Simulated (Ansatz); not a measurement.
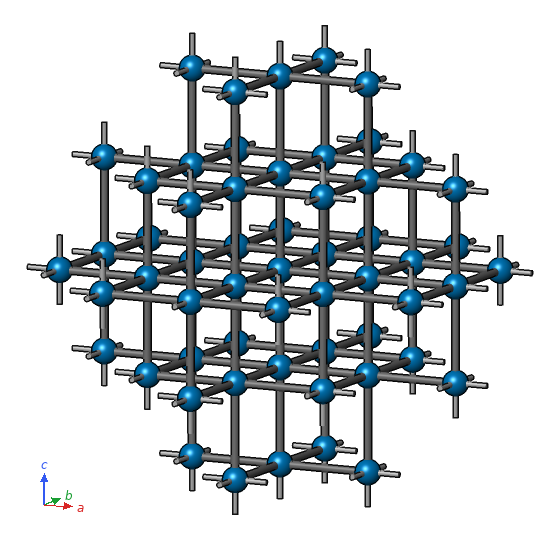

The picture shows a finite piece of the underlying net of a crystal structure, nodes on the atoms' positions. Nodes are coloured by topological kind. Edges to nodes outside the piece are drawn as stubs.

What net is this?

A uninodal 6-connected, three-periodic net. It is the pcu net, known from NaCl, ReO3 and the B-X framework of perovskite.

Give point symbol and coordination sequence.

4^12.6^3, sequence 6, 18, 38, 66, 102, 146.

Where the net comes from. The compound is SiN (space group Fm-3m, No. 225), taken as the end point of a relaxation with DFT PBEsol, scalar-relativistic, plane waves, PAW in Ansatz 0.2.0; the starting structure was generated, so it need not be a known form of this composition. Bonds are taken as N–Si below 2.4 Å; no other contact counts. Simplification: prune 0- and 1-connected atoms, fold 2-connected ones into links. Si and N are 6-connected nodes.
